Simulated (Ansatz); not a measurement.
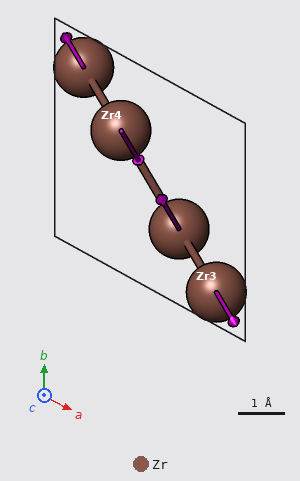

This is a relaxation of solid Zr (built on the alpha-gallium_64 type) (coarse preliminary run). The starting structure is drawn; purple arrows show the displacements (the part carried along by the change of the cell is left out), magnified 5 times.

The picture is a ball-and-stick view of the cell of the calculation, seen along the c axis.

Case: alpha-gallium type (Cmce, No. 64).

The calculation used DFT PBE, scalar-relativistic, plane waves, PAW in Ansatz 0.2.0. (plane-wave cutoff 420 eV; k-point mesh 4 × 4 × 4; occupations gaussian; smearing width 0.1 eV; no spin polarisation; cell and atoms relaxed; force threshold 0.04 eV/Å; at most 70 steps)

> What did the optimiser do to the structure, and how much energy did it gain?

The largest moves relative to the cell, 0.32 Å, are those of Zr atoms. The drawn cell changes as follows: a = b 4.808 → 6.001 Å (+24.8 %), c 4.893 → 3.317 Å (−32.2 %), γ 118.9° → 127.5°; the volume changes by −4.3 %. Near-neighbour distances that change, for instance: Zr–Zr 4.893 → 3.317 Å, Zr–Zr 4.038 → 3.130 Å, Zr–Zr 3.028 → 3.617 Å, Zr–Zr 2.640 → 2.925 Å. New bonds form: Zr–Zr (4.04 → 3.13 Å). Bond angles that change, for instance: Zr–Zr–Zr 113.1° → 68.0°, Zr–Zr–Zr 106.5° → 146.0°, Zr–Zr–Zr 118.2° → 107.2°. The space group (tolerance 0.01 Å) goes from Cmce (No. 64) to Fmmm (No. 69). The energy falls by 3.797 eV per cell of the calculation in 21 accepted moves (24 points after the start). Largest force component: 0.26 eV/Å at the start, 0.0016 eV/Å at the end. Pressure: 5.75 GPa at the start and −0.03 GPa at the end. The line search rejected the trial step at point 17 of the run. The SCF was repeated twice at an unchanged geometry on a basis and grid sized afresh for the cell, which shifted the energy by 47.6 meV per cell of the calculation at most. The run took of the order of 2.2 core-minutes on a shared host.
